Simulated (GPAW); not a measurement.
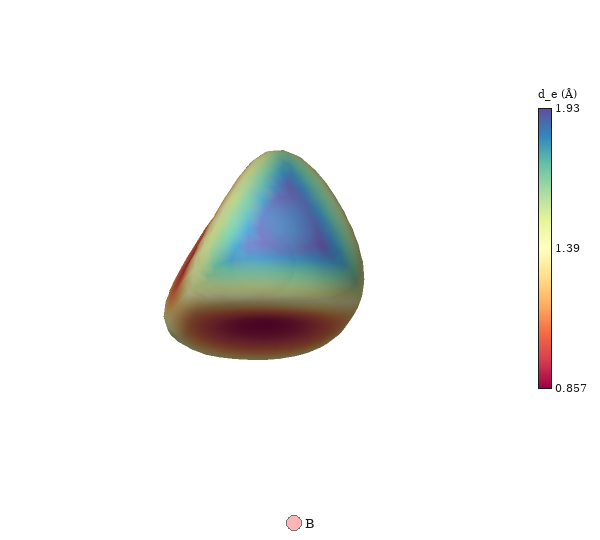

Hirshfeld surface computed for one B atom in BN in space group P6_3/mmc, coloured by d_e.

The surface is where the fragment's share of the procrystal density (the sum of the densities of spherically averaged neutral Hartree-Fock atoms) equals one half. d_i and d_e are the distances from the surface to the nearest nucleus inside and outside.

Origin of the cell: an entry of the Crystallography Open Database, as set up for an electronic-structure calculation.

```xyz
4
Lattice="2.4982 0.0000 0.0000 -1.2491 2.1635 0.0000 0.0000 0.0000 6.6357" Properties=species:S:1:pos:R:3 pbc="T T T"
N     1.2491    0.7212    1.6589
N     0.0000    1.4424    4.9768
B     1.2491    0.7212    4.9768
B     0.0000    1.4424    1.6589
```

What is the shortest distance from the fragment to an atom outside it?

Answer. B–N, 1.44 Å.

How is the surface shared among contacts (nearest atom inside ··· nearest atom outside)?

Answer. B···N 100 %. The surface faces 3 neighbours with more than 2 % of its area each: 3 N.

Give the size and shape of the surface.

Answer. It encloses about 4.7 Å³, has an area of about 15 Å² and a globularity of 0.88 (1 for a sphere).
